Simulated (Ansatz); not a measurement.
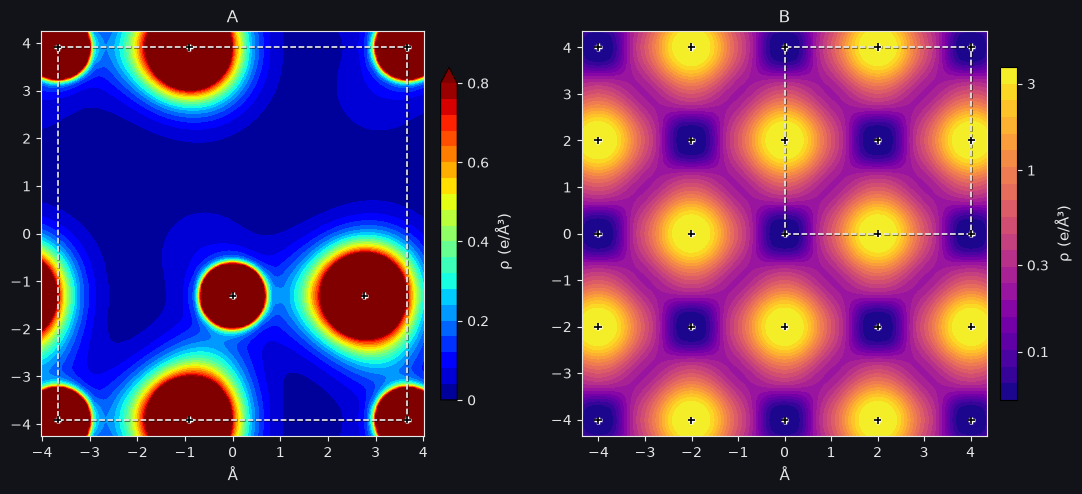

The valence charge density (pseudo) of 2 systems, each on a plane through atoms (crosses mark nuclei in the plane).

Level of theory: DFT LDA, scalar-relativistic, plane waves, PAW in Ansatz.

System 1: MgTe, the (110) plane of the conventional cell. Space group P6₃mc.

```
Mg Te
1.0
     4.51065    0.00000    0.00000
    -2.25532    3.90634    0.00000
     0.00000    0.00000    7.33852
Mg Te
2 2
Direct
  0.33333 0.66667 0.99671
  0.66667 0.33333 0.49671
  0.33333 0.66667 0.37329
  0.66667 0.33333 0.87329
```

System 2: AlN, the (010) plane of the conventional cell. Space group Fm-3m; a structure from a database of computed crystals, not necessarily the ambient phase.

```
CELL_PARAMETERS angstrom
4.01092 0.00000 0.00000
0.00000 4.01092 0.00000
0.00000 0.00000 4.01092
ATOMIC_POSITIONS crystal
Al 0.50000 0.00000 0.00000
Al 0.00000 0.50000 0.00000
Al 0.00000 0.00000 0.50000
Al 0.50000 0.50000 0.50000
N 0.00000 0.00000 0.00000
N 0.50000 0.50000 0.00000
N 0.50000 0.00000 0.50000
N 0.00000 0.50000 0.50000
```

Match each panel to its system.

Answer. Panel A is system 1, MgTe: the plane holds Mg and Te. Mg–Te (2.76 Å): ρ at the midpoint is about 0.32 e/Å³. Panel B is system 2, AlN: the plane holds Al and N. Al–N (2.01 Å): the density is about 0.54 e/Å³ at the midpoint.
